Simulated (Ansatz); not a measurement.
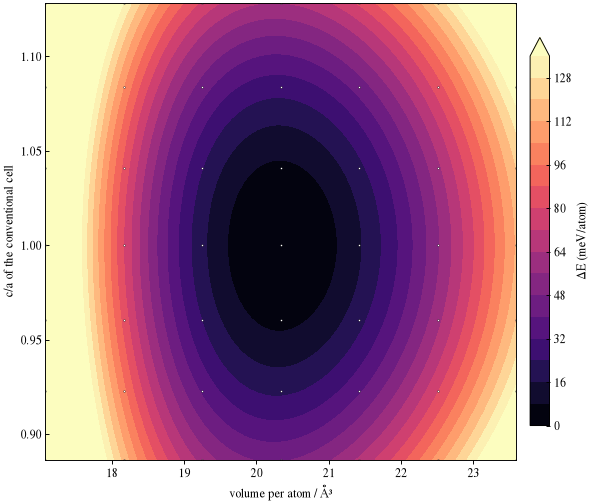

Energy landscape of Si7Ge (P-43m, No. 215; 8 atoms in the cell). The energy is mapped over volume and the cell's shape. First axis: volume per atom. Second axis: c/a of the conventional cell. Nothing is relaxed (fractional coordinates fixed). Grid: 7 × 7 points. Points are written as (first, second). Energies: meV/atom, counted from the lowest grid point. The band gap closes in part of the range. Computed with DFT PBEsol, scalar-relativistic, plane waves, PAW in Ansatz 0.2.0. Settings: cutoff 420 eV, k-mesh 8×8×8, gaussian smearing 0.03 eV, no spin polarisation.

The picture shows filled contours, dots at the grid points, one colour for all values above the top of the scale. Between grid points the surface is interpolated. 

Describe this landscape.

The lowest grid point is at (20.33 Å³, 1.000). No other kind of well shows on this grid. The highest grid point, (17.08 Å³, 1.128), lies 249 meV/atom above the lowest. Round the minimum the two coordinates are nearly uncoupled.

Grid values (meV/atom):

| c/a of the conventional cell ↓, volume per atom → | 17.08 | 18.17 | 19.25 | 20.33 | 21.42 | 22.50 | 23.59 |
| --- | --- | --- | --- | --- | --- | --- | --- |
| 1.128 | 249 | 136 | 78 | 64 | 81 | 122 | 181 |
| 1.084 | 220 | 103 | 44 | 27 | 43 | 84 | 142 |
| 1.041 | 204 | 85 | 24 | 7 | 22 | 62 | 120 |
| 1.000 | 200 | 80 | 18 | 0 | 15 | 55 | 113 |
| 0.961 | 204 | 85 | 24 | 6 | 21 | 61 | 119 |
| 0.923 | 214 | 98 | 39 | 22 | 39 | 79 | 138 |
| 0.886 | 229 | 117 | 61 | 47 | 65 | 107 | 167 |

The whole map (49 points run) took 28 min on 2 threads of Arm Neoverse N1 (shared host).

PAW datasets: the set soft_1.
